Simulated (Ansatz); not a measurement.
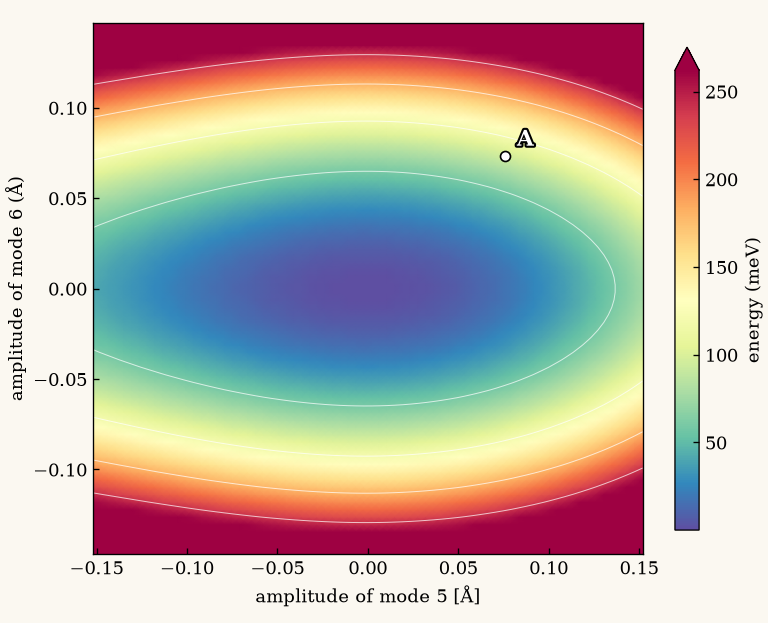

Cu (P6_3/mmc, No. 194; 2 atoms in the cell). The energy is mapped over two normal modes frozen in (zone-centre modes of the 2-atom cell of this scan). Coordinates scanned: (1) amplitude of mode 5 (105 cm⁻¹), largest displacement; (2) amplitude of mode 6 (244 cm⁻¹), largest displacement. Nothing is relaxed (the cell and all other modes fixed). The grid has 5 × 5 points; 15 points were computed and 10 follow by symmetry. Points are written as (first, second). All energies are given in meV per cell relative to the lowest grid point. Level of theory: Ansatz, DFT PBE, scalar-relativistic, plane waves, PAW. Settings: cutoff 520 eV, k-mesh 21×21×10 in the order of the run's cell vectors, gaussian smearing 0.15 eV, no spin polarisation.

Drawn: a smooth colour map with a few white contour lines, one colour for all values above the top of the scale, the point A. Between grid points the surface is interpolated.

Which way does the force act at A, and how strong is it?

A, at (0.076 Å, 0.073 Å), is not a stationary point. The computed force is 560 meV for each Å towards smaller values of the first coordinate and 2200 meV for each Å towards smaller values of the second coordinate.

PAW datasets: the set soft_1.
